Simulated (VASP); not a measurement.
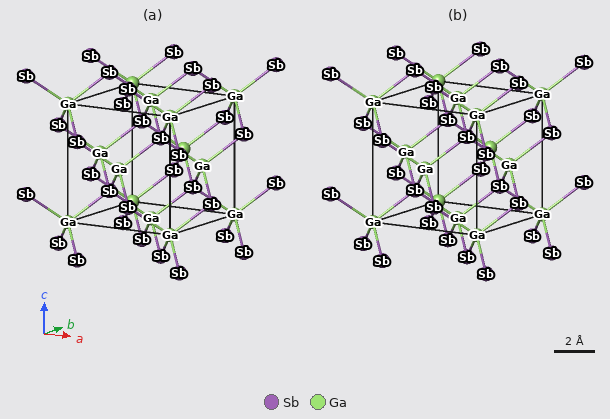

The structure of solid GaSb (set up in F-43m) before (left) and after (right) a relaxation, at one scale.

Style: ball-and-stick. Shown: the conventional cell (4 times the calculation's cell), from a free direction. Lengths and directions refer to the drawn axes.

The run lets cell and atoms move.

Level of theory: VASP, Kohn-Sham DFT of a periodic cell, PBE, VASP PAW PBE potentials, gw.

Input file:
```
SYSTEM = GaSb
PREC     = Accurate       ! precision mode
ENCUT    = 680            ! plane-wave cutoff, eV
EDIFF    = 1E-6           ! SCF threshold, eV
ISMEAR   = -1             ! smearing method
SIGMA    = 0.05           ! smearing width, eV
LREAL    = .FALSE.        ! projectors in reciprocal space
LASPH    = .TRUE.         ! aspherical terms in the spheres
NELM     = 60             ! most SCF steps
ALGO     = Fast           ! electronic algorithm
ISIF     = 3              ! what is computed and relaxed
LWAVE    = .FALSE.        ! write WAVECAR
LCHARG   = .FALSE.        ! write CHGCAR
GGA      = PE             ! functional
IBRION   = 2              ! ionic algorithm
NSW      = 60             ! ionic steps
EDIFFG   = -0.02          ! ionic threshold
```

Run as
```bash
cat potpaw_PBE.64/Sb_d_GW/POTCAR potpaw_PBE.64/Ga_d_GW/POTCAR > POTCAR
mpirun -np 1 vasp_std > vasp.out
```

### Summarise the run.

The relaxation stopped without meeting its thresholds, so the last structure isn't shown to be converged. The energy falls by 9.4 meV per atom in 2 geometry steps. All forces vanish by symmetry, so only the cell relaxes. Pressure: 2.33 GPa at the start and −0.02 GPa at the end. No atom moves by more than 0.005 Å relative to the cell. Cell: a = b = c 6.118 → 6.212 Å (+1.5 %). Volume +4.7 %. Among the contacts that change: Ga–Sb 2.649 → 2.690 Å. The space group stays F-43m (No. 216).
